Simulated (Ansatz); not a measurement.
Structure data:

```cif
data_structure
_symmetry_space_group_name_H-M 'P 1'
_symmetry_Int_Tables_number 1
_cell_length_a 4.2901
_cell_length_b 4.2884
_cell_length_c 4.3861
_cell_angle_alpha 92.142
_cell_angle_beta 93.523
_cell_angle_gamma 89.240
_cell_volume 80.48
loop_
_atom_site_label
_atom_site_type_symbol
_atom_site_fract_x
_atom_site_fract_y
_atom_site_fract_z
_atom_site_occupancy
Cd1 Cd 0.00000 0.00000 0.00000 1
Cd2 Cd 0.50000 0.50000 0.00000 1
Cd3 Cd 0.50000 0.00000 0.50000 1
Cd4 Cd 0.00000 0.50000 0.50000 1
```

Question: Say what kind of structure these coordinates give.

Answer: The element is cadmium. Strictly the space group is P-1 (No. 2, within 0.01 Å). It is a distorted form of a face-centred cubic structure, space group Fm-3m (No. 225) within 0.45 Å: face-centred cubic (Cu type). The cell holds four atoms. About every Cd there are twelve Cd in a distorted cuboctahedral arrangement at 2.97 to 3.16 Å. The bonds build a three-dimensional framework.

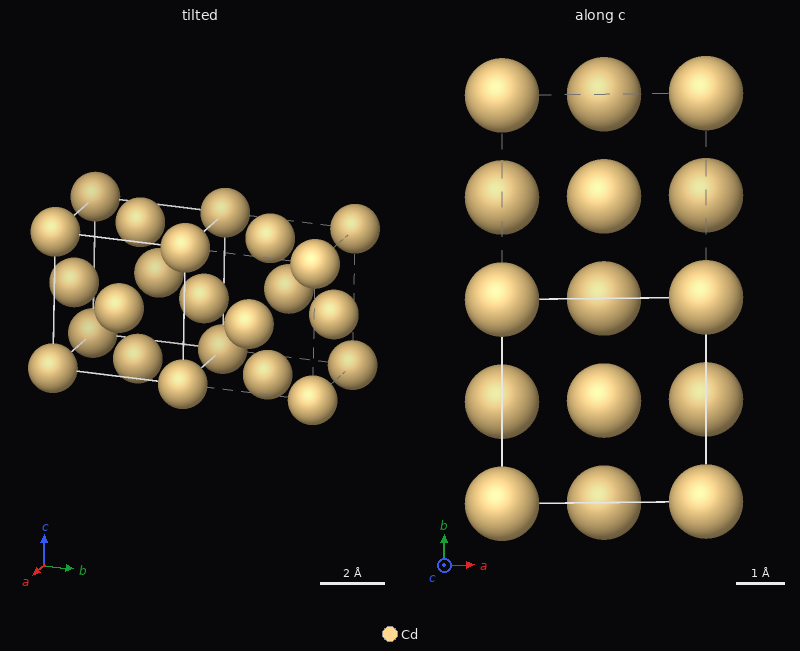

Structure drawing (spheres-only), viewed slightly off an axis and along the c axis. The structure is repeated 1×2×1 times; solid lines mark one drawn cell (a repeat of the simulation cell).

The model was built from a structure listed in the Materials Project. The cell was then strained or its atoms displaced on purpose. It went into a calculation with Ansatz.

At this level of theory the cell isn't at rest (compressed, at 8 GPa), so its distances can differ from those at equilibrium, the more so the softer the solid.
